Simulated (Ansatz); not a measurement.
System: Ti$_{5}$Si$_{12}$ (slab).

Input file:

```
crystal:
  lattice:
    - [4.7597362629, 0.0, 0.0]
    - [0.0, 8.5162217912, 0.0]
    - [0.0, 0.0, 26.0573207569]
  atoms:
    - { symbol: Si, position: [0.2567125917, 0.25, 0.2878269823] }
    - { symbol: Si, position: [0.7567125917, 0.0, 0.2878269823] }
    - { symbol: Si, position: [0.9954929457, 0.75, 0.3155375328] }
    - { symbol: Si, position: [0.4954929457, 0.5, 0.3155375328] }
    - { symbol: Ti, position: [0.7522055374, 0.25, 0.341345806] }
    - { symbol: Ti, position: [0.2522055374, 0.0, 0.341345806] }
    - { symbol: Si, position: [0.5089181291, 0.75, 0.3671540793] }
    - { symbol: Si, position: [0.0089181291, 0.5, 0.3671540793] }
    - { symbol: Si, position: [0.2476984831, 0.25, 0.3948646298] }
    - { symbol: Si, position: [0.7476984831, 0.0, 0.3948646298] }
    - { symbol: Ti, position: [0.0044110748, 0.75, 0.420672903] }
    - { symbol: Ti, position: [0.5044110748, 0.5, 0.420672903] }
    - { symbol: Si, position: [0.7611236665, 0.25, 0.4464811763] }
    - { symbol: Si, position: [0.2611236665, 0.0, 0.4464811763] }
    - { symbol: Si, position: [0.4999040205, 0.75, 0.4741917267] }
    - { symbol: Si, position: [0.9999040205, 0.5, 0.4741917267] }
    - { symbol: Ti, position: [0.2566166122, 0.25, 0.5] }
    - { symbol: Ti, position: [0.7566166122, 0.0, 0.5] }
    - { symbol: Si, position: [0.013329204, 0.75, 0.5258082733] }
    - { symbol: Si, position: [0.513329204, 0.5, 0.5258082733] }
    - { symbol: Si, position: [0.7521095579, 0.25, 0.5535188237] }
    - { symbol: Si, position: [0.2521095579, 0.0, 0.5535188237] }
    - { symbol: Ti, position: [0.5088221496, 0.75, 0.579327097] }
    - { symbol: Ti, position: [0.0088221496, 0.5, 0.579327097] }
    - { symbol: Si, position: [0.2655347414, 0.25, 0.6051353702] }
    - { symbol: Si, position: [0.7655347414, 0.0, 0.6051353702] }
    - { symbol: Si, position: [0.0043150953, 0.75, 0.6328459207] }
    - { symbol: Si, position: [0.5043150953, 0.5, 0.6328459207] }
    - { symbol: Ti, position: [0.761027687, 0.25, 0.658654194] }
    - { symbol: Ti, position: [0.261027687, 0.0, 0.658654194] }
    - { symbol: Si, position: [0.5177402788, 0.75, 0.6844624672] }
    - { symbol: Si, position: [0.0177402788, 0.5, 0.6844624672] }
    - { symbol: Si, position: [0.2565206327, 0.25, 0.7121730177] }
    - { symbol: Si, position: [0.7565206327, 0.0, 0.7121730177] }
basis:
  ecutwfc: 500
kpoints:
  mp_grid: { grid: [7, 4, 1] }
hamiltonian:
  xc: r2scan
scf:
  occupations: { method: gaussian, width: 0.1 }
output:
  forces: true
  eigenvalues: true
  write_density: true
  write_potential: true
  elf: true
  volumetric_format: npy
relax:
  adjacent_minimum: "off"
  f_tol: 0.02
  max_steps: 60
efield:
  axis: 3
  dipole_correction: true
  ramp_width: 0.04
```

Launched as:

```sh
ansatz run input.yaml --threads 4 --pin off --max-ram 10240MiB --backend cpu --events-out ev --progress --plain --runs-dir out
```

The fields are those of the run's last geometry, not of the input's.

Computed without spin polarisation.

The calculation used DFT r2SCAN, scalar-relativistic, plane waves, PAW (Ansatz 0.2.0).

Q: What will maps of the valence pseudo-density and electron localisation function show?

A: Si–Si (2.59 Å): ρ is about 0.33 e/Å³ halfway; the ELF peaks at about 0.65 between the atoms.
Ti–Si (2.61 Å): ρ is about 0.31 e/Å³ halfway; the ELF peaks at about 0.75 in the valence shell of Si, 0.9 Å from its nucleus, and is about 0.40 at the midpoint.

Q: Metal or insulator at this level of theory?

A: It is metallic or semimetallic at this level of theory: no gap opens.

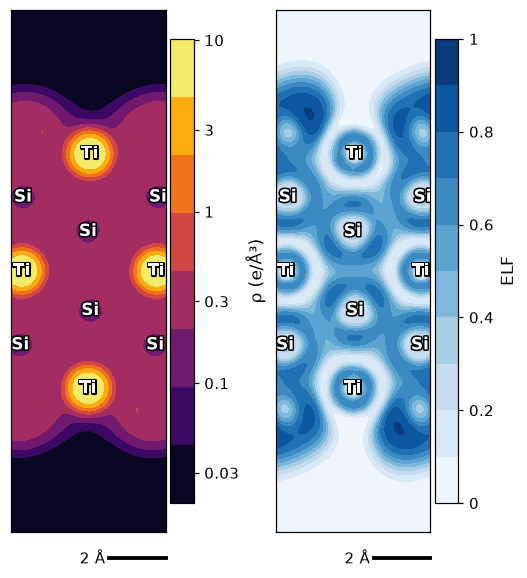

Computed valence pseudo-density and electron localisation function on the (010) plane of the calculation cell, a cut from vacuum to vacuum, in this order. Atoms just off the plane (Si, 0.5 Å away) can leave unmarked features too.

The density is the valence pseudo-density of a PAW calculation; it isn't the true density close to the nuclei.
